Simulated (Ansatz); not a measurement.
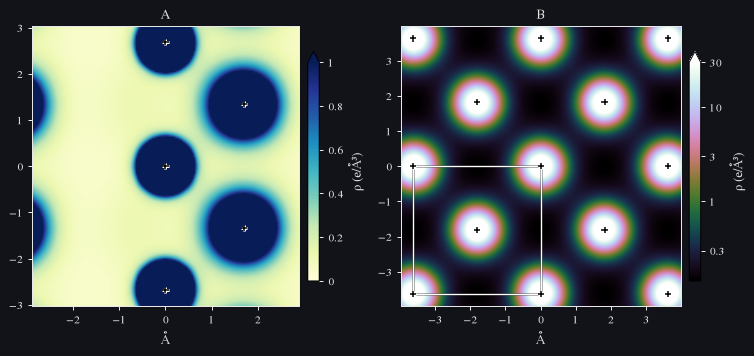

The valence electron density of 2 systems, each on a plane through atoms (crosses mark nuclei in the plane).

Computed with DFT PBE, scalar-relativistic, plane waves, PAW (Ansatz).

System 1: Cu, the (010) plane of the conventional cell. Space group Fm-3m; computed without spin polarisation.

System 2: MgO, the (11̄0) plane of the calculation cell. Space group P-6m2; a structure from a database of computed crystals, not necessarily the ambient phase.

```xyz
8
Lattice="1.4689 2.5441 2.6798 -1.4689 -2.5441 2.6798 4.4066 -2.5441 0.0000" Properties=species:S:1:pos:R:3 pbc="T T T"
Mg    0.0000    0.0000    2.6798
Mg    1.4689   -2.5441    2.6798
Mg    2.9377    0.0000    2.6798
Mg    0.0000    0.0000    0.0000
O     1.4688   -0.8480    4.0197
O     4.4066   -0.8480    1.3399
O     2.9377   -3.3922    1.3399
O     1.4688   -0.8480    1.3399
```

Q: Which map belongs to which system?

A: Panel A is system 2, MgO: the plane holds Mg and O. Mg–O (2.16 Å): the density is about 0.31 e/Å³ at the midpoint. Panel B is system 1, Cu: the plane holds Cu. Cu–Cu (2.57 Å): the density is about 0.26 e/Å³ at the midpoint.
